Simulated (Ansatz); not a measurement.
AlN: several calculations on one system

### Relaxation

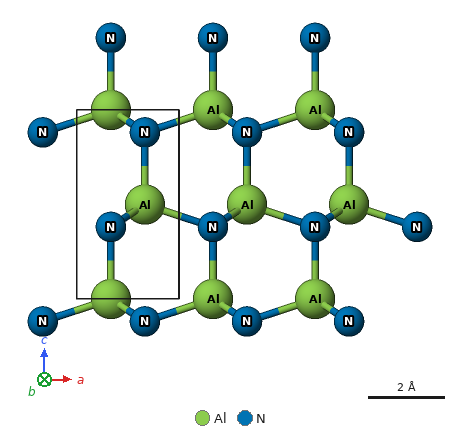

Starting structure of a crystal of AlN (set up in P6_3mc). A ball-and-stick model of the cell of the calculation, repeated 3 × 1 × 1 with one cell outlined, seen along the b axis.

All numbers below come from Ansatz, DFT r2SCAN, scalar-relativistic, plane waves, PAW.

The input:
```yaml
crystal:
  lattice:
    - [3.128588136, 0.0, 0.0]
    - [-1.564294068, 2.7094368037, 0.0]
    - [0.0, 0.0, 5.016955]
  atoms:
    - { symbol: Al, position: [0.66666667, 0.33333333, 0.499287] }
    - { symbol: Al, position: [0.33333333, 0.66666667, 0.999287] }
    - { symbol: "N", position: [0.66666667, 0.33333333, 0.880713] }
    - { symbol: "N", position: [0.33333333, 0.66666667, 0.380713] }
basis:
  ecutwfc: 500
kpoints:
  mp_grid: { grid: [12, 12, 6] }
hamiltonian:
  xc: r2scan
scf:
  occupations: { method: gaussian, width: 0.02 }
output:
  forces: true
  stress: true
  eigenvalues: true
relax:
  adjacent_minimum: "off"
  f_tol: 0.005
  max_steps: 80
  cell: { stress_tol: 0.05 }
```

Command:
```bash
ansatz run input.yaml --threads 1 --pin off --max-ram 2560MiB --backend cpu --events-out ev --progress --plain --runs-dir out
```

Q: What does the optimiser find from here?

A: The energy falls by 12.7 meV per cell of the calculation in 3 accepted moves (4 points after the start). The largest force component goes from 0.0042 to 0.0013 eV/Å. Pressure: −4.39 GPa at the start and 0.00 GPa at the end. The SCF was repeated once at an unchanged geometry on a basis and grid sized afresh for the cell, which shifted the energy by 0.2 meV per cell of the calculation at most. The atoms keep their places relative to the cell (all moves are under 0.005 Å). Cell: a = b 3.129 → 3.107 Å (−0.7 %), c 5.017 → 4.979 Å (−0.8 %). Volume −2.1 %. Some distances before and after: Al1–N3 1.914 → 1.900 Å, Al1–N4 1.902 → 1.888 Å. The space group stays P6_3mc (No. 186).

Step by step:

```json
{"step": "0", "E − E(0), meV/atom": "0.00", "largest force component, eV/Å": "0.0042", "pressure, GPa": "-4.39", "volume, Å³/atom": "10.632", "note": ""}
{"step": "1", "E − E(0), meV/atom": "-2.49", "largest force component, eV/Å": "0.0001", "pressure, GPa": "-2.12", "volume, Å³/atom": "10.511", "note": ""}
{"step": "2", "E − E(0), meV/atom": "-3.23", "largest force component, eV/Å": "0.0025", "pressure, GPa": "0.07", "volume, Å³/atom": "10.400", "note": ""}
{"step": "3", "E − E(0), meV/atom": "-3.23", "largest force component, eV/Å": "0.0013", "pressure, GPa": "0.00", "volume, Å³/atom": "10.403", "note": ""}
{"step": "4", "E − E(0), meV/atom": "-3.18", "largest force component, eV/Å": "0.0013", "pressure, GPa": "0.00", "volume, Å³/atom": "10.403", "note": "same geometry, new basis"}
```

### Relaxation

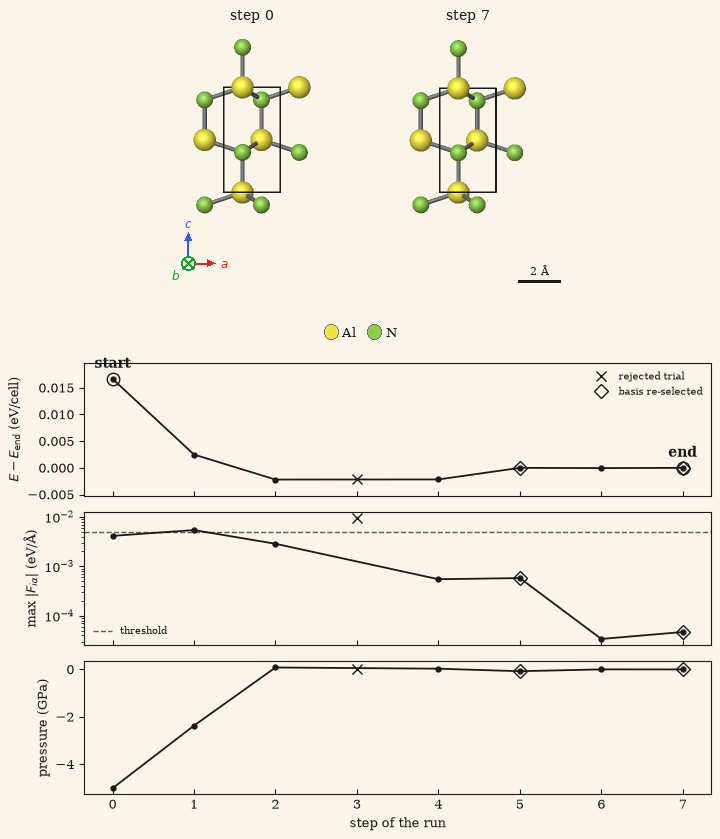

First and last geometry of a relaxation of solid AlN (set up in P6_3mc), with the history of the run. The picture is a ball-and-stick view of the cell of the calculation, seen along the b axis.

These are results of Ansatz 0.2.0, DFT HSE06, scalar-relativistic, plane waves, PAW, not measurements. Set-up: plane-wave cutoff 420 eV; k-point mesh 12 × 12 × 6; occupations gaussian; smearing width 0.02 eV; no spin polarisation; cell and atoms relaxed; force threshold 0.005 eV/Å; at most 80 steps.

**Read the history and describe the run.**

It converged. The energy falls by 16.7 meV per cell of the calculation in 4 accepted moves (7 points after the start). The largest force component goes from 0.0041 to under 0.0001 eV/Å. Pressure: −5.01 GPa at the start and 0.00 GPa at the end. The line search rejected the trial step at point 3 of the run. At 2 points the geometry stayed and the basis and grid were re-selected for the new cell (energy shift of 2.2 meV per cell of the calculation at most each time). The atoms keep their places relative to the cell (all moves are under 0.005 Å). Cell: a = b 3.129 → 3.105 Å (−0.8 %), c 5.017 → 4.969 Å (−1.0 %). Volume −2.5 %. Near-neighbour distances that change, for instance: Al–N 1.902 → 1.886 Å, Al–N 1.914 → 1.898 Å. The space group stays P6_3mc (No. 186). Cost: 82 s on 8 threads of AMD EPYC 9R45 96-Core Processor (Zen 5), on a shared host, peak memory 3.5 GiB.

```
step  E − E(0), meV/atom  largest force component, eV/Å  pressure, GPa  volume, Å³/atom                      note
   0                0.00                         0.0041          -5.01           10.632                          
   1               -3.54                         0.0054          -2.37           10.493                          
   2               -4.71                         0.0029           0.08           10.372                          
   3               -4.70                         0.0094           0.01           10.375                  rejected
   4               -4.71                         0.0005           0.03           10.375                          
   5               -4.17                         0.0006          -0.08           10.375  same geometry, new basis
   6               -4.18                         0.0000           0.00           10.371                          
   7               -4.17                         0.0000           0.00           10.371  same geometry, new basis
```

### A change

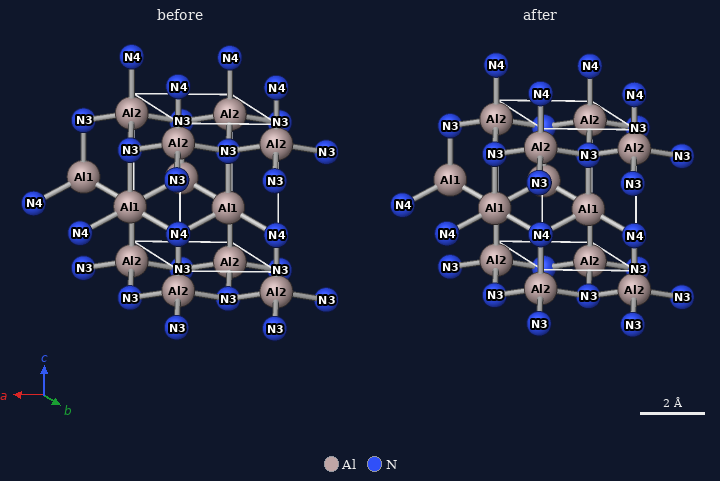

Left: a crystal of AlN (set up in P6_3mc). Right: the same structure after one change, at the same scale. A ball-and-stick model of the cell of the calculation, repeated 2 × 2 × 1 with one cell outlined, seen from a free direction.

The calculation used DFT r2SCAN, scalar-relativistic, plane waves, PAW in Ansatz 0.2.0. Settings: plane-wave cutoff 500 eV; k-point mesh 12 × 12 × 6; occupations gaussian; smearing width 0.02 eV; no spin polarisation.

**What was changed?**

Equal strain along all axes, −4.5 %, is applied. The cell is then held and the atoms relaxed.

**What does the change do?**

The drawn cell changes as follows: a = b 3.107 → 2.967 Å (−4.5 %), c 4.979 → 4.755 Å (−4.5 %); the volume changes by −12.9 %. The atoms keep their places relative to the cell (all moves are under 0.005 Å). Near-neighbour distances before and after: Al–N 1.891 → 1.802 to 1.818 Å. The space group stays P6_3mc (No. 186). The energy rises by 142 meV per atom. The pressure goes from 0.0 to 37.9 GPa. The principal stresses (compression positive) are 35.4 GPa along c and 39.1 GPa across it.
